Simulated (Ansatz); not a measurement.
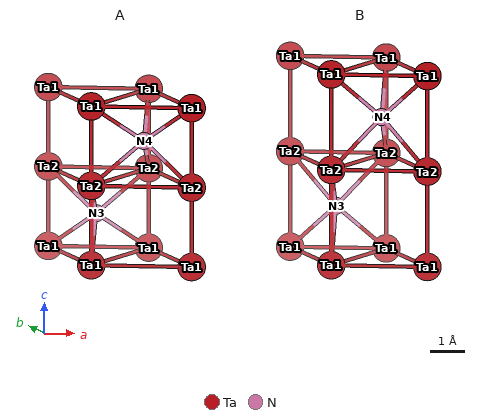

Two geometries of solid TaN (set up in P6_3/mmc) (coarse preliminary run), drawn at one scale. One is the start of a relaxation, the other its converged end. A ball-and-stick model of the cell of the calculation, seen slightly off an axis.

Theory: DFT PBE, scalar-relativistic, plane waves, PAW in Ansatz 0.2.0. Settings: plane-wave cutoff 420 eV; k-point mesh 6 × 6 × 4; occupations gaussian; smearing width 0.1 eV; no spin polarisation; cell and atoms relaxed; force threshold 0.04 eV/Å; at most 70 steps.

Which of the two is the end point?

Answer. Structure B is the relaxed one. No atom moves by more than 0.005 Å relative to the cell. The volume changes by +10.1 %, with a = b 3.048 → 2.918 Å (−4.3 %), c 4.918 → 5.909 Å (+20.2 %). Near-neighbour distances that change, for instance: Ta1–Ta2 2.459 → 2.955 Å, Ta1–Ta1 3.048 → 2.918 Å, Ta1–N3 2.147 → 2.241 Å. Among the angles between lasting bonds that change: Ta1–N3–Ta2 69.9° → 82.5°, Ta1–N4–Ta2 69.9° → 82.5°, Ta1–N4–Ta1 90.5° → 81.3°. The space group stays P6_3/mmc (No. 194). After 7 accepted moves (9 points after the start) the energy has fallen by 690 meV per atom. All forces vanish by symmetry, so only the cell relaxes. The pressure goes from 59.40 to 0.00 GPa. At 2 points the geometry stayed and the basis and grid were re-selected for the new cell (energy shift of 22.1 meV per atom at most each time). Cost: 16 s on 1 thread of Arm Neoverse V1 (shared host), peak memory 0.31 GiB.
